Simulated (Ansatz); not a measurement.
# Formation energy and levels of the substitutional impurity I_Se in CdSe (P6_3mc), part 2 of 2

Wanted: the transition levels of a substitutional impurity in CdSe (P6_3mc), from a cell of 72 host atoms with 1 Se taken out and 1 I put in.

Ansatz; place-levels on r2SCAN runs: charge-transition levels and formation energies with image-charge correction and potential alignment at the atomic sites; PAW set soft_1.

So far: Starting point; What was run first; Placing the levels, r2SCAN.

### Step 3. Placing the levels, r2SCAN (continued)

Levels between the charges placed, in eV above the valence top:

|  | gap (eV) | (+1/0) | (0/−1) |
| --- | --- | --- | --- |
| r2SCAN | 1.10 | 1.11 | 1.11 |

Corrections by state:

| charge | moment (μB) | image terms and alignment (eV) | band filling (eV) | ε used | over the lowest of its charge, as the program ranks them, band filling apart (eV) |
| --- | --- | --- | --- | --- | --- |
| +1 | 0.0 | 0.204 | - | principal values (11.43, 11.43, 12.09) | 0.000 |
| 0 | 1.0 | 0.000 | -0.828 | - | 0.000 |
| −1 | 0.0 | -0.042 | -1.823 | principal values (11.43, 11.43, 12.09) | 0.000 |
| −1 | 2.0 | -0.031 | - | principal values (11.43, 11.43, 12.09) | 0.739 |

The charged structures listed were also run neutral, and place-levels reads from each pair, by the potential or the spins, how wide the charge is by which they differ; that can be the carrier of either run.

| charge | rms radius (Å) | spread where it is widest against the cell (Å) | wide from (Å) | reading |
| --- | --- | --- | --- | --- |
| +1 | 9.8 | 5.45 | 1.95 | wide |
| −1 | 9.9 | 5.45 | 1.95 | wide |

The neutral runs of these pairs need not share the spin of the lowest neutral state, and very wide values only mean spread over the cell.

From the program's caveats on the states, each cut to its opening words:

- charge +1, −1: it parts from the run at its places by a charge that spreads by about 5.4 Å along one vector (2 Å or more is wide), by its potential at epsilon [8.02, 8.02, [...]
- charge +1: its displacements don't fall off away from the defect: farther atoms stand 0.018 Å off the host's places
- charge 0 (1 μB): a band-filling correction moves a carrier to the host's band edge, which changes its energy by -0.828 eV
- charge 0 (1 μB), −1: its displacements don't fall off away from the defect: farther atoms stand 0.017 Å off the host's places
- charge 0 (1 μB): its moments are held at its close (magnetization.spin_locking), by a field of 0.224 eV a Bohr magneton, and its energy and levels are of the state that this [...]
- charge 0 (1 μB), −1 (2 μB): flagged: stability check not made
- charge −1: a band-filling correction moves a carrier to the host's band edge, which changes its energy by -1.823 eV
- charge −1: its alignment with the host at atomic sites is doubtful: the mean over the far sites moves by -0.0589 eV from their farther parts to their nearer, more than [...]
- charge −1 (2 μB): it parts from the run at its places by a charge that spreads by about 4.6 Å along one vector (2 Å or more is wide), by its potential at epsilon [8.02, 8.02, [...]
- charge −1 (2 μB): its displacements don't fall off away from the defect: farther atoms stand 0.019 Å off the host's places
- charge −1 (2 μB): its moments are held at its close (magnetization.spin_locking), by a field of 0.493 eV a Bohr magneton, and its energy and levels are of the state that this [...]

The host's formation energy from the elements is -0.759 eV per atom; it sets how far the chemical potentials can move.

Limit set by the element alone; other compounds of these elements are not counted. Chemical potentials from the elements' reference states: Cd 0.00 eV, Se -1.52 eV, I 0.00 eV. Formation energy by charge state (Cd-rich; gap 1.10 eV):

| charge | at valence top (eV) | at conduction bottom (eV) | correction included (eV) |
| --- | --- | --- | --- |
| +1 | -2.00 | -0.91 | 0.20 |
| 0 | -0.90 | -0.90 | -0.83 |
| −1 | 0.21 | -0.89 | -1.86 |

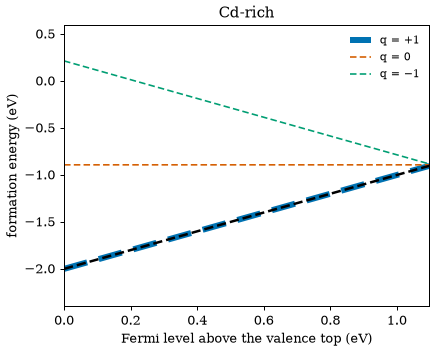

Formation energy against Fermi level; the thick line follows the lowest charge state.

Limit set by the element alone; other compounds of these elements are not counted. Chemical potentials from the elements' reference states: Se 0.00 eV, Cd -1.52 eV, I 0.00 eV. Formation energy by charge state (Se-rich; gap 1.10 eV):

| charge | at valence top (eV) | at conduction bottom (eV) | correction included (eV) |
| --- | --- | --- | --- |
| +1 | -0.49 | 0.61 | 0.20 |
| 0 | 0.62 | 0.62 | -0.83 |
| −1 | 1.73 | 0.63 | -1.86 |

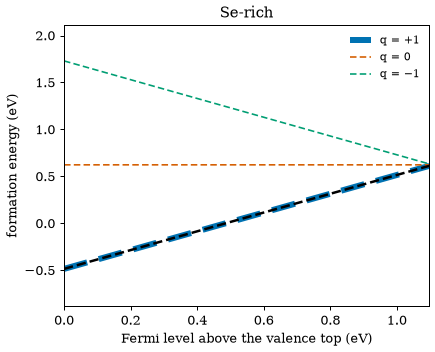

Formation energy against Fermi level; the thick line follows the lowest charge state.

Charge transition levels, in eV, zero at the valence-band top of the host:

|  | conduction bottom | valence top |
| --- | --- | --- |
| I_Se | 1.10 | 0.00 |

|  | level | energy (eV) |
| --- | --- | --- |
| I_Se | (+1/−1) | 1.11 |

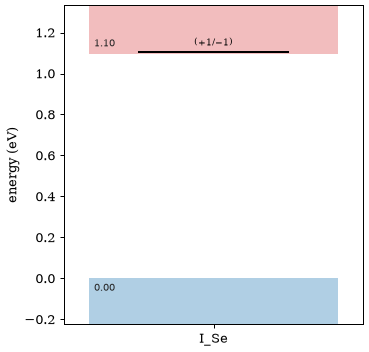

Charge transition levels. Shaded: valence and conduction bands.

### Step 4. The same at the relaxations' own k-points

The relaxations' own energies give the levels at their sampling, for comparison.

levels.relax_mesh.yaml reads:

```yaml
host:
  run: host.relax.run
states: [qm1.relax.run, q0_M1.relax.run, qp1.relax.run, qm1_M2.relax.run]
chemical_potentials:
  Se:
    energy: -5478.140172
    dataset: "<sha256 of the dataset>"
  I:
    energy: -7528.116164
    dataset: "<sha256 of the dataset>"
```

Started as:

```
$ ansatz place-levels levels.relax_mesh.yaml -- --threads 6 --pin off --max-ram 37683MiB
```

Output:

```text
[...]
formation energy of charge +1: -0.498 eV with the Fermi level at the valence edge
formation energy of charge 0: +0.617 eV with the Fermi level at the valence edge
formation energy of charge -1: +1.728 eV with the Fermi level at the valence edge
  edges by r2scan, gap 1.102 eV; the host is sampled to repeats of 19.24 Å
[... the lines on each state left out ...]
```

It took 0.2 s on 6 threads of AMD EPYC 7R13 (Zen 3), shared host.

Levels between neighbouring charges, in eV above the valence top:

|  | gap (eV) | (+1/0) | (0/−1) |
| --- | --- | --- | --- |
| one point at (¼, ¼, ¼) | 1.10 | 1.12 | 1.11 |
| a 2×2×2 shifted mesh | 1.10 | 1.11 | 1.11 |

Going from one point at (¼, ¼, ¼) to a 2×2×2 shifted mesh moves formation energies against the elements by up to 0.01 eV; band-filling terms, which differ between samplings, are in these energies.

### Step 5. What came out

```json
{
  "gap of the host": "1.10 eV (r2SCAN)",
  "level (plus 1/0)": "1.11 eV above the valence top, past the conduction bottom, not a change between lowest states (1.94 eV above the valence top without the band-filling term)",
  "level (0/minus 1)": "1.11 eV above the valence top, past the conduction bottom, not a change between lowest states (2.10 eV above the valence top without the band-filling term)",
  "lowest of the charges placed, just above the valence top (0.02 eV)": "+1",
  "lowest of the charges placed, just below the conduction bottom (0.02 eV)": "+1",
  "lowest formation energy at mid-gap of the charges run, Cd-rich": "-1.45 eV",
  "lowest formation energy at mid-gap of the charges run, Se-rich": "0.06 eV"
}
```

Of the charges placed (−1, 0 and +1), +1 is the lowest from 0.02 eV above the valence top to 0.02 eV below the conduction bottom, a gap of 1.10 eV. Charges above +1 were not placed, so these runs say nothing of levels that involve them. States placed: +1 at 0 μB; 0 at 1 μB; −1 at 0 μB and 2 μB. Other spin states or structures, where not listed, weren't placed. The program finds carriers beyond a band edge of the host and adds a band-filling term at charge −1 (-1.82 eV) and 0 (-0.83 eV); steps to such a charge show no bound level, and a defect level inside a band would be read the same way. I is taken at its element; compounds, which aren't counted here, bound the chemical potentials and would shift these formation energies. The lowest formation energy (Cd-rich) is negative across the gap, so the defect would form by itself: these chemical potentials lie beyond what competing compounds allow, or the host is unstable against it. Going from one point at (¼, ¼, ¼) to a 2×2×2 shifted mesh moves formation energies against the elements by up to 0.01 eV; band-filling terms, which differ between samplings, are in these energies. The program doubts the alignment of potentials for at least one state, a sign that the cell is small. Keep in mind: r2SCAN makes the gap too small and tends to spread out bound carriers; spin–orbit coupling, which can matter with heavy atoms, is left out.

[Logs are printed without paths, hosts, clocks, repeated set-up lines and the standing remarks that a program may print on its own settings, such as how far it seeks lower states.]

[Hosts, paths, dates, database ids (printed as entryN), source tags and the programs' standing remarks are cut or masked in the printed files.]

[Where a table of states has a column of steps, it counts the stored structures, which are thinned; the runs took as many ionic steps or more.]

[A defect's name tells the site on which it was built; relaxed atoms can leave that site.]

[For some hosts the program warned that the k-mesh of the response run may be too coarse for force constants and the static dielectric constant; such warnings are not shown here.]
